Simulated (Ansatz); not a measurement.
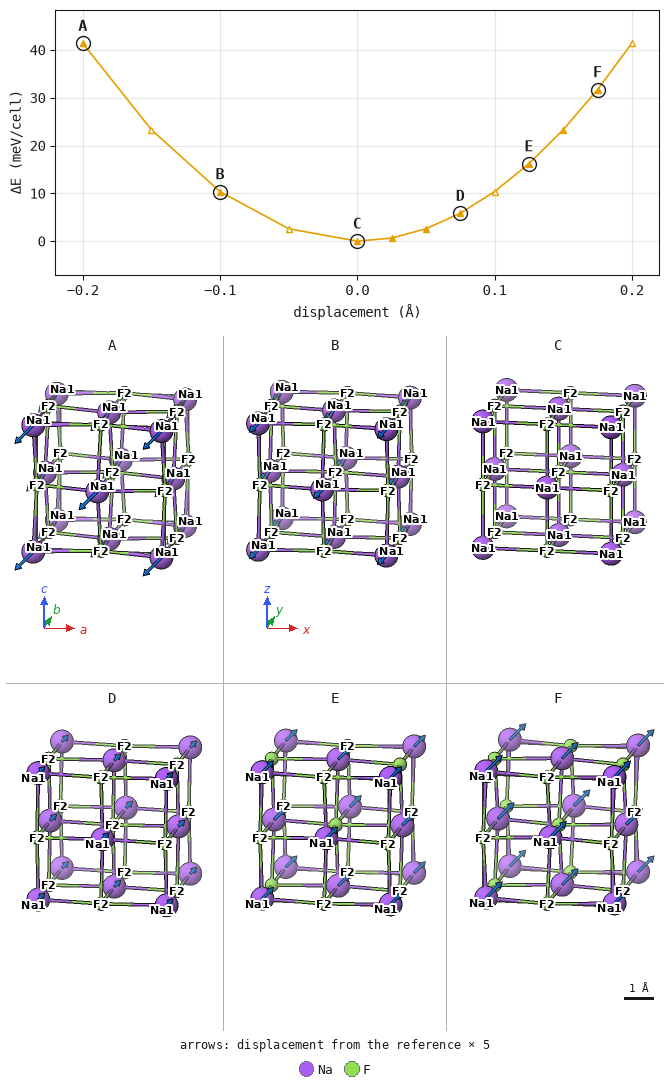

Energy scan for solid NaF (Fm-3m), in which the whole Na sublattice is shifted rigidly, along Cartesian [1 1 1], all else fixed. The lettered frames are marked on the plot. Hollow markers are points alike by symmetry, not computed again. The picture is a ball-and-stick view of the conventional cell (4 times the calculation's cell), seen slightly off an axis. Blue arrows: displacements from the reference. Lengths and directions refer to the drawn axes.

Method: DFT PBEsol, scalar-relativistic, plane waves, PAW in Ansatz. Settings: plane-wave cutoff 420 eV; k-point mesh 8 × 8 × 8; occupations gaussian; smearing width 0.05 eV; no spin polarisation. Energies (free energies at the smearing named) are counted from the cell as listed in its source, which wasn't relaxed.

Question: Describe the profile.

Answer: The lowest computed point lies at the displacement 0.00 Å (0.0 meV/cell). The end points stand at 41.4 meV/cell (−0.20 Å) and 41.4 meV/cell (0.20 Å). The curvature at zero is about 2.1 eV/Å² per cell. The well is symmetric. At the highest point the shortest interatomic distance is 2.21 Å, against 2.32 Å in the reference. The distortion takes the space group from Fm-3m to R3m.

The computed points:

| displacement (Å) | ΔE (meV/cell) |
| --- | --- |
| −0.200 | 41.4 |
| −0.150 | 23.3 |
| −0.100 | 10.4 |
| −0.050 | 2.6 |
| 0.000 | 0.0 |
| 0.025 | 0.6 |
| 0.050 | 2.6 |
| 0.075 | 5.8 |
| 0.100 | 10.4 |
| 0.125 | 16.2 |
| 0.150 | 23.3 |
| 0.175 | 31.7 |
| 0.200 | 41.4 |

Points that are alike by symmetry were computed once.
